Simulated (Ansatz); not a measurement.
System: Al₂O₅, space group C2/m (No. 12) (cell built by us, not taken from a database).

Structure:
```
Al O
1.0
     4.87576   -1.49258   -0.88429
     4.87576    1.49258   -0.88429
    -5.24900    0.00000    6.41616
Al O
2 5
Cartesian
  0.4248 0.0000 3.6711
  4.0778 0.0000 0.9765
  0.8549 0.0000 5.3999
  3.6477 0.0000 -0.7523
  0.0000 0.0000 0.0000
  -1.1942 0.0000 2.7078
  5.6967 0.0000 1.9398
```

Method: harmonic phonon frequencies at the zone centre with atoms at rest in the given cell, without the long-range term of polar modes, the three translations left out, imaginary frequencies are negative; plane waves with PAW datasets, Γ-centred k mesh (Ansatz 0.2.0). Level: PBEsol, no spin polarisation.

| setting | value |
| --- | --- |
| wave cutoff | 420 eV |
| k mesh | 12×12×8 |
| occupations | fixed |
| pressure | 0 GPa |
| phonon method | linear response |

Predict the zone-centre optical phonon frequencies (the three acoustic modes are left out).

Two modes are imaginary, the softest at 594.5i cm⁻¹, so the structure is dynamically unstable. The highest mode lies at 826.3 cm⁻¹ (without the field of polar modes).

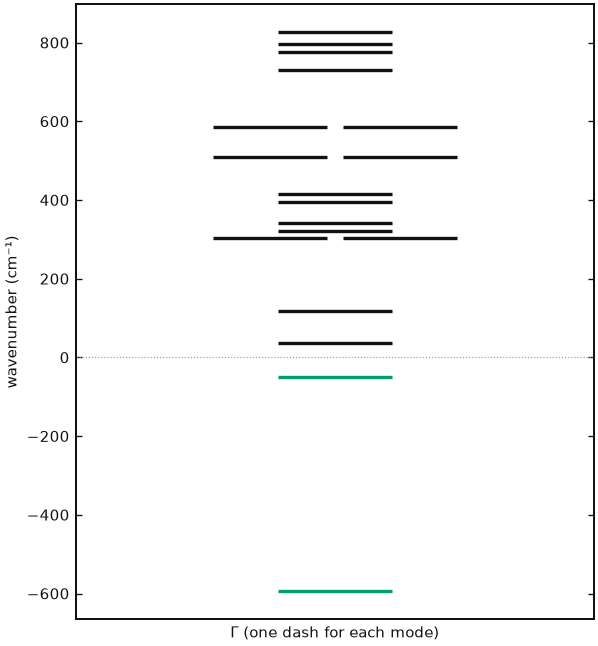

Imaginary frequencies are drawn as negative.

Caveats: a crossing between the sampled k points may be missed; field response not converged on the k mesh.
